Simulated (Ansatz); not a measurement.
Consider AlN.

Input

```
crystal:
  lattice:
    - [0.0204203398, 2.1839935596, 2.1839935596]
    - [2.2044138994, 0.0, 2.2044138994]
    - [2.1839935596, 2.1839935596, 0.0204203398]
  atoms:
    - { symbol: Al, position: [0.0, 0.0, 0.0] }
    - { symbol: "N", position: [0.75, 0.75, 0.75] }
basis:
  ecutwfc: 500
kpoints:
  mp_grid: { grid: [10, 10, 10] }
hamiltonian:
  xc: r2scan
scf:
  occupations: { method: gaussian, width: 0.05 }
output:
  forces: true
  stress: true
  eigenvalues: true
  write_density: true
  write_potential: true
  elf: true
  volumetric_format: npy
```

Run with:

```sh
ansatz run input.yaml --threads 1 --pin off --max-ram 2560MiB --backend cpu --events-out ev --progress --plain --runs-dir out
```

Below, planes, directions and counts refer to the conventional cell (a = 3.06 Å, b = 3.12 Å, c = 4.37 Å, α = 90.00°, β = 90.00°, γ = 90.00°).

Space group Imm2; a structure from a database of computed crystals, not necessarily the ambient phase; changed on purpose from its base cell (strain +0.0187 x Voigt [0, 0, 0, 0, 1, 0], atoms carried along).

These are results of DFT r2SCAN, scalar-relativistic, plane waves, PAW in Ansatz 0.2.0, not measurements.

**What can the converged valence pseudo-density and electron localisation function tell about the bonding?**

Al–N (1.90 Å): ρ is about 0.68 e/Å³ halfway; the ELF peaks at about 0.90 between the atoms, as expected for a shared but strongly polarised pair.

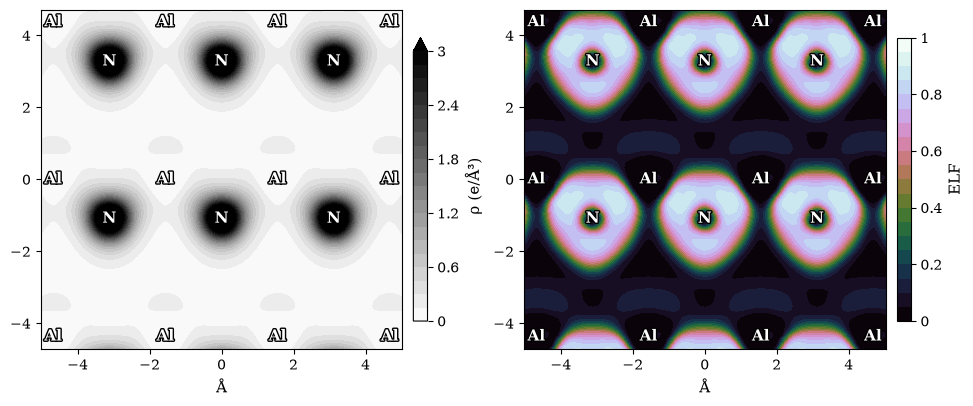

Computed valence pseudo-density and electron localisation function on the (100) plane of the conventional cell, in this order. 
